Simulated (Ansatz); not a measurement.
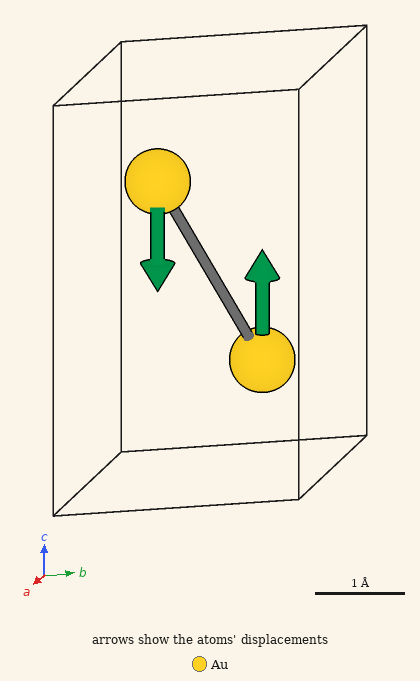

Lattice vibrations of crystalline Au, at the zone centre. The optical levels lie at 40 (×2), 146 cm⁻¹. One mode is drawn. Displacements are drawn as green arrows; their common scale and sign are arbitrary. The picture is a ball-and-stick view of the conventional cell, seen slightly off an axis. Lengths and directions refer to the drawn axes.

Method: DFT PBEsol, scalar-relativistic, plane waves, PAW in Ansatz. (plane-wave cutoff 420 eV; k-point mesh 16 × 16 × 10; occupations fermi dirac; smearing width 0.15 eV; no spin polarisation)

The frequencies depend somewhat on the k-mesh and the smearing.

> Which of these frequencies is the drawn mode's?

The level at 146 cm⁻¹. This is the B₁g mode, the highest optical level, silent by symmetry (neither infrared- nor Raman-active). All motion is along c; atoms of one kind move against one another, with no net shift of their sublattice.
